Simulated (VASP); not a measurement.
## Run report: GeSi$_{3}$, geometry relaxation (part 4 of 4)

GeSi$_{3}$ (P1, 8 atoms in the cell); Kohn-Sham DFT of a periodic cell, PBE, VASP PAW PBE potentials, recommended, no spin polarisation (VASP 6.6.1); cutoff 520 eV, 4×4×4 k-mesh, Gaussian smearing of 0.15 eV. The structure was built on a prototype by a generator; it need not be a known phase.

Geometry of the input (Å; fractional positions):
```
3.9574  2.1784  3.2870
-3.9650  2.3636  3.1653
0.1566  -4.4621  3.1697
Si 0.6205  0.1012  0.6185
Si 0.3627  0.3644  0.8746
Si 0.8631  0.3732  0.3799
Si 0.3818  0.8873  0.3781
Si 0.1283  0.6143  0.6073
Si 0.6090  0.6286  0.1163
Ge 0.8513  0.8885  0.9000
Ge 0.1301  0.1630  0.1352
```

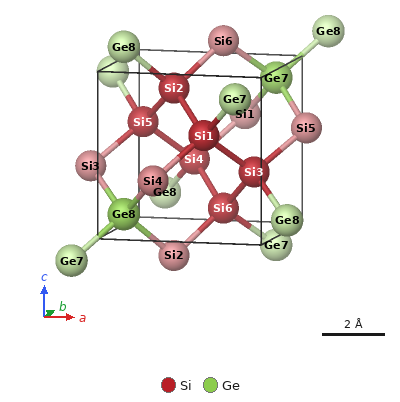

The geometry at step 9 of the log (ball-and-stick view of the cell of the calculation, seen slightly off an axis; neighbours outside the cell are drawn fainter; atoms are numbered from 1 in the order of the input).

CONTCAR
```
Si3Ge
   1.00000000000000
     3.9150051773930050    2.2591032019030055    3.1935774617296198
    -3.9149159015396635    2.2613784720482761    3.1937808793578859
    -0.0000403317479907   -4.5190293687408012    3.1942347004272893
  Si              Ge
     6     2
Direct
     0.6149297342893520    0.1301145920003422    0.6236041256734298
     0.3714006741190118    0.3813264164582407    0.8724618482327877
     0.8644062519643644    0.3795890401130384    0.3790330721335323
     0.3712468388460458    0.8738284317252385    0.3793579290846573
     0.1201826898263776    0.6244280602007518    0.6228684976649637
     0.6156818442811886    0.6246363778761920    0.1290345793484465
     0.8660036308409176    0.8751659928529412    0.8737657788748626
     0.1228431658327478    0.1315826787732474    0.1298919789873210

  0.00000000E+00  0.00000000E+00  0.00000000E+00
  0.00000000E+00  0.00000000E+00  0.00000000E+00
  0.00000000E+00  0.00000000E+00  0.00000000E+00
  0.00000000E+00  0.00000000E+00  0.00000000E+00
  0.00000000E+00  0.00000000E+00  0.00000000E+00
  0.00000000E+00  0.00000000E+00  0.00000000E+00
  0.00000000E+00  0.00000000E+00  0.00000000E+00
  0.00000000E+00  0.00000000E+00  0.00000000E+00
```

Trajectory as extended XYZ (Å, eV, eV/Å), 18 frames, from step=0 to step=17
```
8
Lattice="3.9574 2.1784 3.2870 -3.9650 2.3636 3.1653 0.1566 -4.4621 3.1697" Properties=species:S:1:pos:R:3:forces:R:3 step=0 energy=-40.44943
Si    2.1509   -1.1690    4.3206   -0.6669   0.0200   1.8463
Si    0.1273   -2.2511    5.1177   -0.1739   2.7266   0.5256
Si    1.9950    1.0670    5.2226   -1.6641  -0.3536   0.2285
Si   -1.9482    1.2417    5.2623   -0.3735  -0.3576  -1.9666
Si   -1.8332   -0.9786    4.2911   -0.7653  -0.8204   0.9111
Si   -0.0640    2.2934    4.3602    0.7701  -1.1746  -0.2423
Ge   -0.0130   -0.0616    8.4634    1.4287   1.6048   0.0525
Ge   -0.1105    0.0656    1.3720    1.4449  -1.6453  -1.3551
8
Lattice="3.8991 2.3417 3.2672 -3.8732 2.3341 3.2430 0.0039 -4.5520 3.1694" Properties=species:S:1:pos:R:3:forces:R:3 step=1 energy=-41.21330
Si    1.9970   -1.1257    4.4060   -0.7824   0.6041  -0.4256
Si    0.0008   -2.1466    5.1648    0.1809  -0.6973   0.1710
Si    1.8416    1.1435    5.2464    0.3641  -0.0949   0.2506
Si   -1.9636    1.2254    5.2283    0.6272  -0.6957   0.1951
Si   -1.9147   -1.0716    4.3807   -0.9704   0.1047   0.0861
Si   -0.0243    2.3067    4.3845   -0.2023   0.4260   0.1803
Ge   -0.0489    0.0514    8.5173    1.2802  -0.2924  -0.1766
Ge   -0.0565   -0.0099    1.3151   -0.4973   0.6455  -0.2809
8
Lattice="3.9099 2.3114 3.2709 -3.8902 2.3396 3.2286 0.0322 -4.5353 3.1694" Properties=species:S:1:pos:R:3:forces:R:3 step=2 energy=-41.24881
Si    2.0255   -1.1337    4.3902   -0.7598   0.4844  -0.0796
Si    0.0244   -2.1659    5.1561    0.0493  -0.2195   0.1858
Si    1.8701    1.1292    5.2420   -0.0190  -0.0654   0.2098
Si   -1.9607    1.2284    5.2346    0.3745  -0.5970  -0.1361
Si   -1.8996   -1.0544    4.3641   -0.9110  -0.0884   0.2440
Si   -0.0317    2.3042    4.3799    0.0251   0.1500   0.1667
Ge   -0.0422    0.0305    8.5073    1.3297   0.0156  -0.1678
Ge   -0.0666    0.0041    1.3256   -0.0887   0.3204  -0.4229
8
Lattice="3.9069 2.2526 3.2047 -3.8915 2.2704 3.1752 0.0210 -4.5054 3.1791" Properties=species:S:1:pos:R:3:forces:R:3 step=3 energy=-41.41510
Si    1.9763   -1.1373    4.3586    0.0354  -0.1711  -0.1723
Si    0.0142   -2.1783    5.1320   -0.1998  -0.2318  -0.0013
Si    1.8496    1.0583    5.1801    0.2198   0.3766   0.0801
Si   -1.9524    1.1271    5.1463    0.0754  -0.0081   0.1425
Si   -1.9557   -1.0965    4.3467   -0.1197  -0.2226   0.0395
Si   -0.0288    2.2274    4.3136   -0.0003   0.0213   0.1890
Ge    0.0165   -0.0424    8.4038    0.0861   0.1776  -0.3136
Ge   -0.0621   -0.0063    1.2814   -0.0968   0.0582   0.0361
8
Lattice="3.9070 2.2531 3.2052 -3.8915 2.2709 3.1756 0.0211 -4.5056 3.1790" Properties=species:S:1:pos:R:3:forces:R:3 step=4 energy=-41.41514
Si    1.9767   -1.1373    4.3589    0.0277  -0.1677  -0.1690
Si    0.0142   -2.1782    5.1322   -0.2030  -0.2315   0.0039
Si    1.8498    1.0589    5.1806    0.2139   0.3738   0.0867
Si   -1.9525    1.1279    5.1470    0.0748  -0.0148   0.1379
Si   -1.9552   -1.0962    4.3468   -0.1315  -0.2203   0.0450
Si   -0.0289    2.2280    4.3141   -0.0033   0.0209   0.1914
Ge    0.0161   -0.0418    8.4046    0.1179   0.1805  -0.3150
Ge   -0.0621   -0.0062    1.2818   -0.0965   0.0591   0.0191
8
Lattice="3.9110 2.2582 3.1979 -3.9070 2.2655 3.1899 0.0062 -4.5162 3.1902" Properties=species:S:1:pos:R:3:forces:R:3 step=5 energy=-41.43665
Si    1.9651   -1.1467    4.3562   -0.0795  -0.0312  -0.0098
Si   -0.0123   -2.1971    5.1459   -0.0416  -0.1075   0.0460
Si    1.8500    1.0739    5.1893    0.1865   0.0913  -0.0145
Si   -1.9652    1.1172    5.1652    0.0086   0.0167   0.0704
Si   -1.9849   -1.1168    4.3658    0.0590  -0.0351  -0.0217
Si   -0.0374    2.2273    4.3294   -0.0255   0.0103   0.0989
Ge    0.0057   -0.0417    8.4052   -0.1373   0.0649  -0.1005
Ge   -0.0696   -0.0048    1.2822    0.0298  -0.0094  -0.0688
8
Lattice="3.9120 2.2596 3.1960 -3.9112 2.2640 3.1937 0.0022 -4.5190 3.1931" Properties=species:S:1:pos:R:3:forces:R:3 step=6 energy=-41.43765
Si    1.9620   -1.1493    4.3555   -0.1099   0.0072   0.0300
Si   -0.0194   -2.2022    5.1496   -0.0031  -0.0784   0.0608
Si    1.8501    1.0779    5.1917    0.1675   0.0144  -0.0383
Si   -1.9686    1.1144    5.1700   -0.0095   0.0219   0.0520
Si   -1.9928   -1.1223    4.3709    0.1316   0.0212  -0.0291
Si   -0.0397    2.2271    4.3335   -0.0344   0.0069   0.0662
Ge    0.0030   -0.0416    8.4054   -0.2059   0.0340  -0.0479
Ge   -0.0717   -0.0044    1.2823    0.0636  -0.0273  -0.0937
8
Lattice="3.9082 2.2594 3.1861 -3.9102 2.2560 3.1930 -0.0061 -4.5159 3.1915" Properties=species:S:1:pos:R:3:forces:R:3 step=7 energy=-41.44378
Si    1.9486   -1.1492    4.3482   -0.1520   0.0468   0.0632
Si   -0.0299   -2.2085    5.1476    0.0286  -0.0425   0.0852
Si    1.8540    1.0802    5.1816    0.1074  -0.0117  -0.0422
Si   -1.9718    1.1087    5.1686    0.0012  -0.0045   0.0091
Si   -1.9938   -1.1268    4.3677    0.0606   0.0190  -0.0179
Si   -0.0440    2.2229    4.3321   -0.0203  -0.0231   0.0537
Ge   -0.0142   -0.0423    8.3891   -0.0952   0.0435  -0.0523
Ge   -0.0708   -0.0058    1.2757    0.0698  -0.0273  -0.0989
8
Lattice="3.9022 2.2592 3.1709 -3.9088 2.2436 3.1920 -0.0189 -4.5111 3.1889" Properties=species:S:1:pos:R:3:forces:R:3 step=8 energy=-41.44548
Si    1.9278   -1.1491    4.3371   -0.2062   0.1127   0.1213
Si   -0.0459   -2.2183    5.1444    0.0749   0.0187   0.1003
Si    1.8600    1.0837    5.1660   -0.0295  -0.0622  -0.0569
Si   -1.9766    1.0999    5.1665    0.0315  -0.0419  -0.0464
Si   -1.9954   -1.1338    4.3628   -0.0439   0.0279   0.0048
Si   -0.0508    2.2164    4.3300    0.0244  -0.0711   0.0282
Ge   -0.0405   -0.0434    8.3640    0.0611   0.0463  -0.0442
Ge   -0.0696   -0.0080    1.2656    0.0878  -0.0305  -0.1071
8
Lattice="3.9041 2.2593 3.1758 -3.9093 2.2476 3.1923 -0.0148 -4.5126 3.1898" Properties=species:S:1:pos:R:3:forces:R:3 step=9 energy=-41.44603
Si    1.9345   -1.1492    4.3407   -0.1897   0.0881   0.1138
Si   -0.0408   -2.2151    5.1454    0.0630  -0.0013   0.0913
Si    1.8581    1.0826    5.1710    0.0078  -0.0480  -0.0593
Si   -1.9750    1.1028    5.1672    0.0259  -0.0293  -0.0205
Si   -1.9949   -1.1316    4.3644   -0.0042   0.0202   0.0043
Si   -0.0486    2.2184    4.3307    0.0114  -0.0530   0.0399
Ge   -0.0321   -0.0431    8.3721   -0.0040   0.0547  -0.0560
Ge   -0.0700   -0.0073    1.2689    0.0898  -0.0314  -0.1136
8
Lattice="3.9054 2.2581 3.1787 -3.9104 2.2500 3.1924 -0.0115 -4.5144 3.1916" Properties=species:S:1:pos:R:3:forces:R:3 step=10 energy=-41.45077
Si    1.9278   -1.1485    4.3471   -0.1143   0.0847   0.0564
Si   -0.0373   -2.2198    5.1529   -0.0080  -0.0066   0.0838
Si    1.8663    1.0830    5.1720   -0.0379  -0.0281  -0.0220
Si   -1.9732    1.1031    5.1705   -0.0107  -0.0390  -0.0111
Si   -1.9911   -1.1315    4.3657    0.0076   0.0099  -0.0061
Si   -0.0487    2.2177    4.3372    0.0484  -0.0432   0.0347
Ge   -0.0336   -0.0396    8.3712    0.0243   0.0327  -0.0505
Ge   -0.0654   -0.0087    1.2630    0.0906  -0.0104  -0.0852
8
Lattice="3.9072 2.2565 3.1826 -3.9120 2.2533 3.1926 -0.0072 -4.5168 3.1941" Properties=species:S:1:pos:R:3:forces:R:3 step=11 energy=-41.45467
Si    1.9188   -1.1477    4.3557   -0.0248   0.0757   0.0052
Si   -0.0326   -2.2261    5.1630   -0.0899  -0.0211   0.0856
Si    1.8773    1.0835    5.1733   -0.1042   0.0045   0.0300
Si   -1.9707    1.1034    5.1750   -0.0487  -0.0591   0.0113
Si   -1.9861   -1.1314    4.3675    0.0155  -0.0095  -0.0102
Si   -0.0489    2.2168    4.3459    0.1111  -0.0150   0.0229
Ge   -0.0356   -0.0349    8.3700    0.0294   0.0185  -0.0677
Ge   -0.0593   -0.0106    1.2551    0.1116   0.0060  -0.0771
8
Lattice="3.9107 2.2532 3.1903 -3.9151 2.2599 3.1929 0.0015 -4.5216 3.1991" Properties=species:S:1:pos:R:3:forces:R:3 step=12 energy=-41.45389
Si    1.9008   -1.1460    4.3729    0.1598   0.0578  -0.0889
Si   -0.0233   -2.2387    5.1831   -0.2648  -0.0480   0.0769
Si    1.8994    1.0845    5.1759   -0.2418   0.0574   0.1300
Si   -1.9657    1.1042    5.1839   -0.1244  -0.0881   0.0434
Si   -1.9760   -1.1313    4.3712    0.0358  -0.0370  -0.0323
Si   -0.0492    2.2148    4.3633    0.2250   0.0269   0.0086
Ge   -0.0398   -0.0256    8.3676    0.0589  -0.0185  -0.0894
Ge   -0.0471   -0.0144    1.2393    0.1514   0.0495  -0.0484
8
Lattice="3.9089 2.2549 3.1863 -3.9135 2.2565 3.1927 -0.0030 -4.5191 3.1965" Properties=species:S:1:pos:R:3:forces:R:3 step=13 energy=-41.45576
Si    1.9102   -1.1469    4.3640    0.0519   0.0645  -0.0349
Si   -0.0282   -2.2322    5.1726   -0.1819  -0.0230   0.0750
Si    1.8879    1.0840    5.1746   -0.1693   0.0315   0.0796
Si   -1.9683    1.1038    5.1793   -0.0824  -0.0791   0.0360
Si   -1.9812   -1.1314    4.3693    0.0311  -0.0301  -0.0151
Si   -0.0490    2.2158    4.3542    0.1723   0.0086   0.0237
Ge   -0.0377   -0.0304    8.3688    0.0320   0.0093  -0.0879
Ge   -0.0535   -0.0124    1.2475    0.1463   0.0183  -0.0766
8
Lattice="3.9119 2.2580 3.1877 -3.9152 2.2576 3.1939 -0.0041 -4.5206 3.1959" Properties=species:S:1:pos:R:3:forces:R:3 step=14 energy=-41.45943
Si    1.9032   -1.1418    4.3671    0.0506   0.0263  -0.0302
Si   -0.0330   -2.2362    5.1799   -0.1417  -0.0392   0.0417
Si    1.8912    1.0885    5.1759   -0.0879   0.0582   0.0711
Si   -1.9701    1.1025    5.1831   -0.0356  -0.0585   0.0100
Si   -1.9794   -1.1323    4.3692   -0.0049  -0.0202  -0.0131
Si   -0.0442    2.2172    4.3608    0.1075   0.0160   0.0282
Ge   -0.0411   -0.0239    8.3630    0.0573  -0.0068  -0.0761
Ge   -0.0453   -0.0129    1.2391    0.0547   0.0241  -0.0316
8
Lattice="3.9154 2.2617 3.1894 -3.9171 2.2589 3.1953 -0.0053 -4.5224 3.1952" Properties=species:S:1:pos:R:3:forces:R:3 step=15 energy=-41.46111
Si    1.8950   -1.1359    4.3708    0.0376  -0.0136  -0.0380
Si   -0.0386   -2.2409    5.1884   -0.0841  -0.0439   0.0074
Si    1.8950    1.0939    5.1776    0.0040   0.0763   0.0656
Si   -1.9723    1.1008    5.1875    0.0248  -0.0417   0.0027
Si   -1.9773   -1.1334    4.3691   -0.0449  -0.0162  -0.0041
Si   -0.0386    2.2187    4.3686    0.0129   0.0289   0.0371
Ge   -0.0451   -0.0162    8.3562    0.0797  -0.0175  -0.0762
Ge   -0.0358   -0.0135    1.2293   -0.0300   0.0278   0.0053
8
Lattice="3.9152 2.2600 3.1921 -3.9157 2.2605 3.1943 -0.0018 -4.5202 3.1946" Properties=species:S:1:pos:R:3:forces:R:3 step=16 energy=-41.46253
Si    1.8970   -1.1351    4.3711    0.0251  -0.0090  -0.0122
Si   -0.0388   -2.2412    5.1900   -0.0457  -0.0169   0.0056
Si    1.8970    1.0968    5.1815    0.0068   0.0377   0.0313
Si   -1.9691    1.1006    5.1880    0.0053  -0.0205   0.0023
Si   -1.9752   -1.1319    4.3682   -0.0125  -0.0028  -0.0023
Si   -0.0362    2.2198    4.3717    0.0033   0.0116   0.0176
Ge   -0.0390   -0.0142    8.3533    0.0200  -0.0067  -0.0305
Ge   -0.0347   -0.0125    1.2281   -0.0023   0.0067  -0.0117
8
Lattice="3.9150 2.2591 3.1936 -3.9149 2.2614 3.1938 -0.0000 -4.5190 3.1942" Properties=species:S:1:pos:R:3:forces:R:3 step=17 energy=-41.46285
Si    1.8980   -1.1347    4.3713    0.0161  -0.0102   0.0028
Si   -0.0389   -2.2413    5.1908   -0.0243   0.0016   0.0043
Si    1.8981    1.0983    5.1836    0.0144   0.0181   0.0118
Si   -1.9675    1.1004    5.1882   -0.0023  -0.0037   0.0027
Si   -1.9741   -1.1312    4.3677    0.0054   0.0055  -0.0021
Si   -0.0350    2.2203    4.3733   -0.0100  -0.0036   0.0001
Ge   -0.0358   -0.0131    8.3518   -0.0068  -0.0038  -0.0042
Ge   -0.0342   -0.0119    1.2275    0.0075  -0.0038  -0.0154
```

Summary

| quantity | value |
| --- | --- |
| outcome | converged |
| space group (tolerance 0.01 Å) | P1 (1) → R3m (160) |
| electrons treated | 52 |
| free energy | −41.4628 eV |
| gap on the k-point mesh | 0.44 eV |
| pressure | −0.11 GPa |
| final volume | 169.53 Å³ |
| largest force (length of the vector) at the end | 0.026 eV/Å |
| final cell | a = 5.534 Å, b = 5.535 Å, c = 5.534 Å, α = 90.03°, β = 90.02°, γ = 90.03° |
| hardware | 2 threads of Intel Xeon (Granite Rapids), 64 GiB of memory available, shared host |
| wall time | 2.6 min (CPU time 5.2 min) |
| peak memory | 0.26 GiB |
